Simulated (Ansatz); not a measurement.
Co₃O₄

The calculation's input:

```
crystal:
  lattice:
    - [4.8896005889, -2.8226312848, 0.0022606399]
    - [4.8896005889, 2.8226312848, 0.0022606399]
    - [-3.2607795687, 0.0, 4.6078992527]
  atoms:
    - { symbol: Co, position: [0.0, 0.0, 0.5], spin: 0.13 }
    - { symbol: Co, position: [0.5, 0.0, 0.5], spin: 0.13 }
    - { symbol: Co, position: [0.0, 0.5, 0.5], spin: 0.13 }
    - { symbol: Co, position: [0.3750168638, 0.3750168638, 0.1250299003], spin: 2.31 }
    - { symbol: Co, position: [0.6249831362, 0.6249831362, 0.8749700997], spin: 2.31 }
    - { symbol: Co, position: [0.0, 0.0, 0.0], spin: 0.13 }
    - { symbol: O, position: [0.2375304781, 0.2375304781, 0.7127024156] }
    - { symbol: O, position: [0.7623642152, 0.2127045731, 0.7375376128] }
    - { symbol: O, position: [0.7872954269, 0.2376357848, 0.2624623872] }
    - { symbol: O, position: [0.2376357848, 0.7872954269, 0.2624623872] }
    - { symbol: O, position: [0.2375376454, 0.2375376454, 0.2623705905] }
    - { symbol: O, position: [0.2127045731, 0.7623642152, 0.7375376128] }
    - { symbol: O, position: [0.7624695219, 0.7624695219, 0.2872975844] }
    - { symbol: O, position: [0.7624623546, 0.7624623546, 0.7376294095] }
basis:
  ecutwfc: 420
kpoints:
  mp_grid: { grid: [8, 8, 8] }
hamiltonian:
  xc: pbesol
scf:
  occupations: { method: gaussian, width: 0.01 }
output:
  forces: true
  stress: true
  eigenvalues: true
  populations: true
  write_density: true
  write_potential: true
  elf: true
  volumetric_format: npy
magnetization:
  spin_polarized: true
relax:
  adjacent_minimum: "off"
  f_tol: 0.005
  max_steps: 80
  cell: { stress_tol: 0.05 }
```

Command:

```sh
ansatz run input.yaml --threads 4 --pin off --max-ram 10240MiB --backend cpu --events-out ev --progress --plain --runs-dir out
```

Below, planes, directions and counts refer to the conventional cell (a = 7.98 Å, b = 7.98 Å, c = 7.98 Å, α = 90.00°, β = 90.00°, γ = 90.00°).

Space group Fd-3m; a structure from a database of computed crystals, not necessarily the ambient phase; the SCF solution may not be the lowest one; the program warned that another magnetic order may lie lower; spin-polarised.

Computed with DFT PBEsol, scalar-relativistic, plane waves, PAW in Ansatz 0.2.0.

The density is the valence pseudo-density of a PAW calculation; it isn't the true density close to the nuclei.

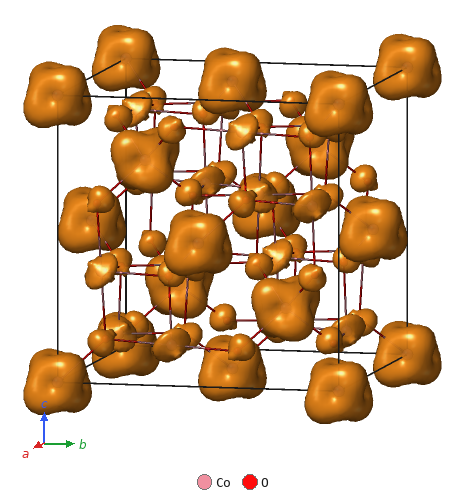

Figure 1. Isosurface of the spin density at +0.08 e/Å³ (orange), seen slightly off an axis. Sticks mark near contacts.

Which atoms carry the moments, and with what signs?

The spin density sits on Co: +2.1 μB (×8) in one cell of 56 atoms, with smaller moments on other sites: Co (up to +0.12 μB) and O (up to +0.08 μB): parallel main moments (a ferromagnetic arrangement) in this solution. The cell of the calculation (14 atoms) carries 6.0 μB of net spin moment.

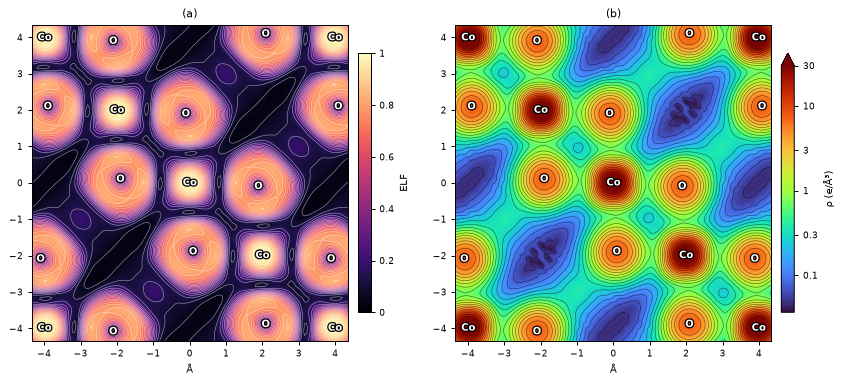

Figure 2. (a) ELF; (b) valence charge density (pseudo) on the (010) plane of the conventional cell.

Interpret the plot.

The plane passes through Co and O nuclei.
Co–O (1.90 Å): ρ is about 0.74 e/Å³ halfway; the ELF peaks at about 0.85 in the valence shell of O, 0.6 Å from its nucleus, and is about 0.20 at the midpoint; no localised pair shows between them.
Between the atoms the lowest density in this plane is 0.04 e/Å³.
The features right at Co lie inside the PAW spheres, where the map follows smoothed inner orbitals and isn't to be read closely.

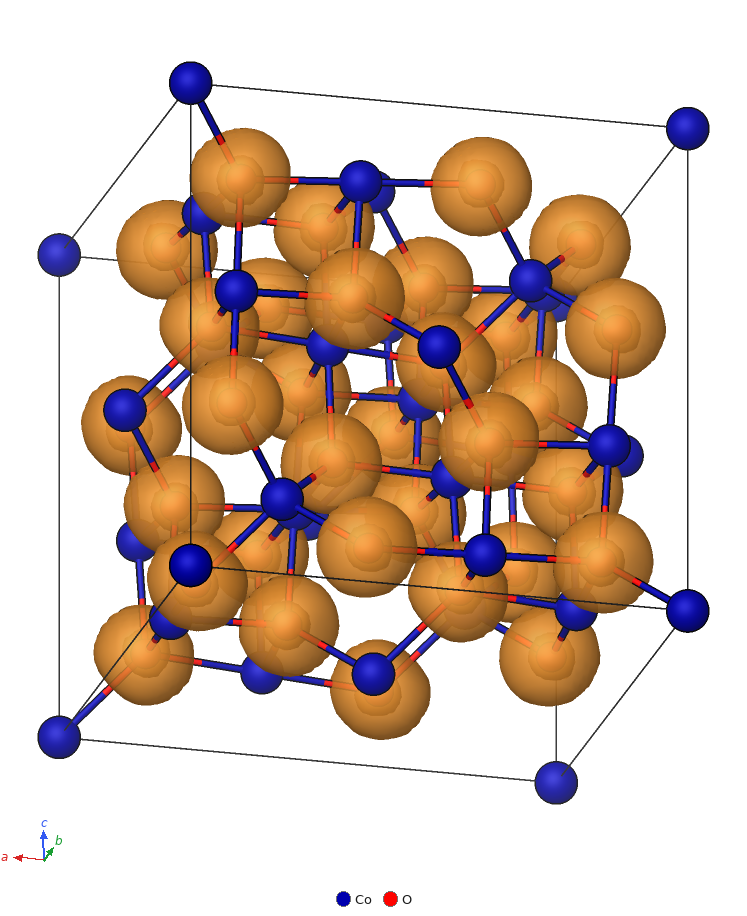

Figure 3. Isosurface of the ELF at 0.7 (orange), seen at an oblique angle. Core shells and regions of very low density are left out. Sticks mark near contacts.

Where are the electrons localised?

The ELF exceeds this value in 32 regions wrapped around O (the valence shell of each), counted in one cell of 56 atoms. Regions shared between cells count once.
